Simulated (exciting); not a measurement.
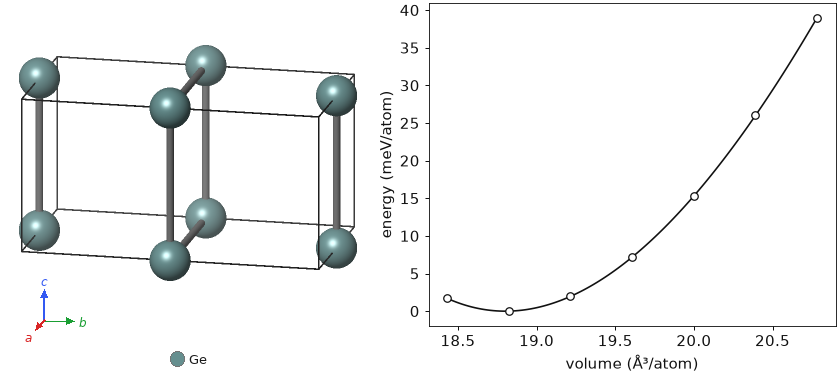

The plot gives the computed energy against volume for Ge, space group Cmmm (No. 65). The conventional cell is drawn beside the plot.

Cell as given: a = 2.952 Å, b = 2.952 Å, c = 2.698 Å, α = 90.00°, β = 90.00°, γ = 123.51°; 1 atom.

Method: all-electron LAPW DFT, no spin polarisation; energies at scaled volumes of the given cell, shape and fractions fixed, counted from the fit's minimum, third-order Birch-Murnaghan fit (exciting sodium). Level: LDA-Wigner.

k mesh 8×8×7; occupations Gaussian; smearing width 0.136 eV; potentials all electron LAPW+lo, shipped species files; program settings rgkmax 9.

This calculation gives: equilibrium volume 18.80 Å³/atom and bulk modulus 72.1 GPa.

Now the level changes from LDA-Wigner to PBEsol. The second calculation uses k mesh 11×11×10, smearing width 0.05 eV and occupations Fermi–Dirac. Predict the effect.

The equilibrium volume falls from 18.80 to 18.45 Å³/atom (−1.9 %) and the bulk modulus rises from 72.1 to 76.4 GPa (+6.0 %).

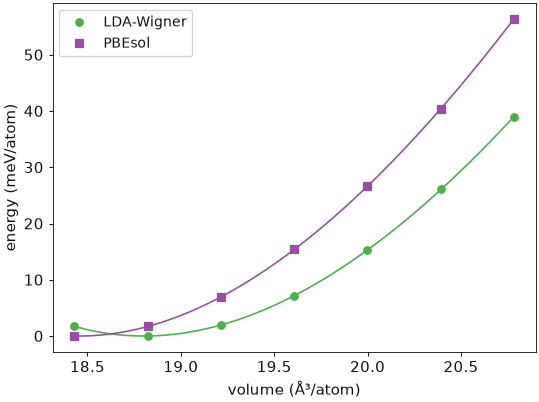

The two results together.

For LDA-Wigner, limits of the calculation: shape and atomic fractions are frozen while scaling, which makes layered, chain and framework solids too stiff.

For PBEsol, limits of the calculation: the fit and the printed pressures don't fully agree, or the minimum lies near the end of the range; shape and atomic fractions are frozen while scaling, which makes layered, chain and framework solids too stiff.

V0 and the bulk modulus come from third-order Birch–Murnaghan fits.
